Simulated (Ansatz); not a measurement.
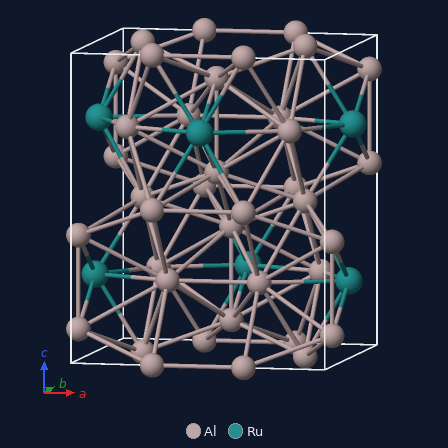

System: Al₆Ru, space group Cmcm (No. 63). The picture shows the conventional cell.

Structure:
```
Al Ru
1.0
     3.73267   -3.26468    0.00000
     3.73267    3.26468    0.00000
     0.00000    0.00000    8.93907
Al Ru
12 2
Cartesian
  2.3880 0.0000 0.0000
  5.0773 0.0000 4.4695
  5.0773 0.0000 0.0000
  2.3880 0.0000 4.4695
  3.7327 -2.3366 0.8814
  3.7327 2.3366 5.3509
  3.7327 -2.3366 3.5882
  3.7327 2.3366 8.0577
  2.3877 1.9465 2.2348
  5.0777 -1.9465 6.7043
  5.0777 1.9465 2.2348
  2.3877 -1.9465 6.7043
  3.7327 -0.2372 2.2348
  3.7327 0.2372 6.7043
```

Calculation (Ansatz 0.2.0): harmonic phonon frequencies at the zone centre with atoms at rest in the given cell, without the long-range term of polar modes, the three translations left out, imaginary frequencies are negative; plane waves with PAW datasets, Γ-centred k mesh. Level: PBEsol, no spin polarisation.

- wave cutoff: 420 eV
- k mesh: 8×8×4
- occupations: Fermi–Dirac
- smearing width: 0.15 eV
- pressure: 0 GPa
- phonon method: linear response

Describe the result: the zone-centre optical phonon frequencies (the three acoustic modes are left out).

No frequency is imaginary, so the structure is stable to these displacements (zone-boundary modes weren't tested here). The highest mode lies at 448.9 cm⁻¹.

```json
{"frequency (cm⁻¹)": "23.0"}
{"frequency (cm⁻¹)": "84.4"}
{"frequency (cm⁻¹)": "101.2"}
{"frequency (cm⁻¹)": "115.1"}
{"frequency (cm⁻¹)": "124.9"}
{"frequency (cm⁻¹)": "131.9"}
{"frequency (cm⁻¹)": "146.6"}
{"frequency (cm⁻¹)": "155.6"}
{"frequency (cm⁻¹)": "159.3"}
{"frequency (cm⁻¹)": "161.7"}
{"frequency (cm⁻¹)": "173.8"}
{"frequency (cm⁻¹)": "182.6"}
{"frequency (cm⁻¹)": "186.7"}
{"frequency (cm⁻¹)": "201.7"}
{"frequency (cm⁻¹)": "211.4"}
{"frequency (cm⁻¹)": "213.6"}
{"frequency (cm⁻¹)": "221.7"}
{"frequency (cm⁻¹)": "229.6"}
{"frequency (cm⁻¹)": "239.8"}
{"frequency (cm⁻¹)": "247.1"}
{"frequency (cm⁻¹)": "255.4"}
{"frequency (cm⁻¹)": "267.9"}
{"frequency (cm⁻¹)": "272.6"}
{"frequency (cm⁻¹)": "284.0"}
{"frequency (cm⁻¹)": "293.2"}
{"frequency (cm⁻¹)": "299.0"}
{"frequency (cm⁻¹)": "301.8"}
{"frequency (cm⁻¹)": "303.6"}
{"frequency (cm⁻¹)": "317.8"}
{"frequency (cm⁻¹)": "319.3"}
{"frequency (cm⁻¹)": "325.5"}
{"frequency (cm⁻¹)": "333.3"}
{"frequency (cm⁻¹)": "334.3"}
{"frequency (cm⁻¹)": "339.6"}
{"frequency (cm⁻¹)": "345.6"}
{"frequency (cm⁻¹)": "363.0"}
{"frequency (cm⁻¹)": "374.3"}
{"frequency (cm⁻¹)": "422.7"}
{"frequency (cm⁻¹)": "448.9"}
```

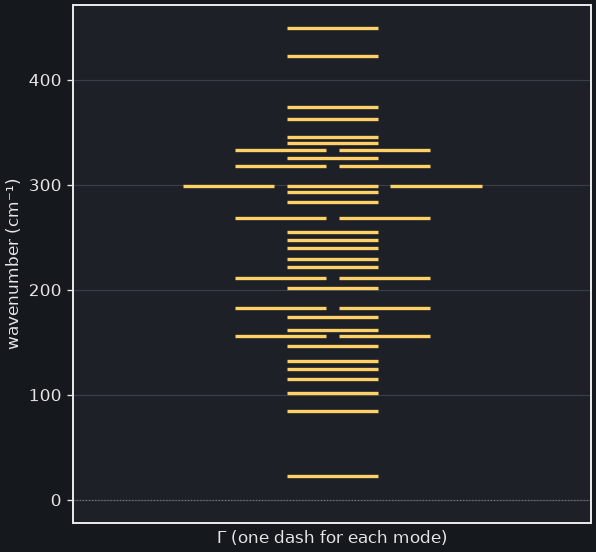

Note: metal sensitive to the k mesh.
